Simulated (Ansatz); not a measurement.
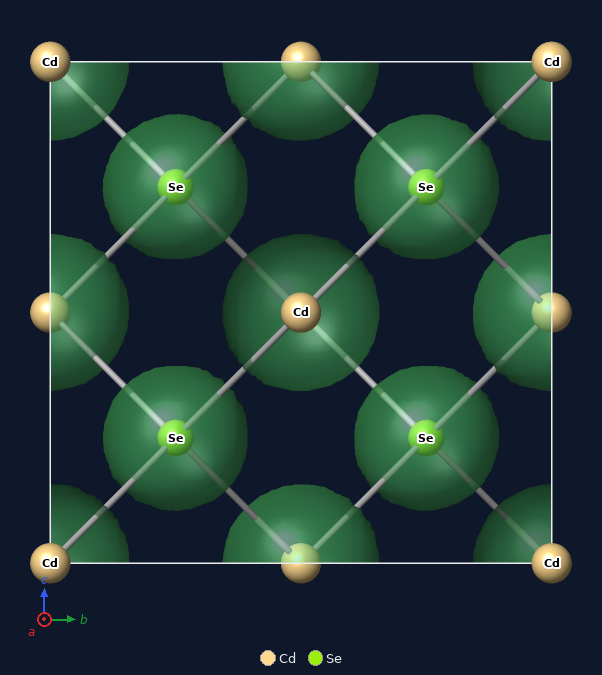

The picture shows: CdSe. Isosurface of the valence electron density at 0.8 e/Å³ (green), seen along the a axis. Sticks mark near contacts.

Space group F-43m; a generated structure, not necessarily the stable one.

Theory: DFT PBE, spin-orbit coupling, plane waves, PAW (Ansatz 0.2.0).

Core electrons are frozen (PAW), and the valence fields are smoothed inside the atomic spheres.

How is the density connected at this value?

Answer. At this value the density breaks into separate islands; it holds about 80 % of the electrons treated as valence (semicore included). It bridges none of the near contacts. It is pinched off along the shortest Cd–Se (2.61 Å) contacts. On the grid the lowest density along these lines, outside the cores, is 0.4 e/Å³ (Cd–Se, 2.61 Å).
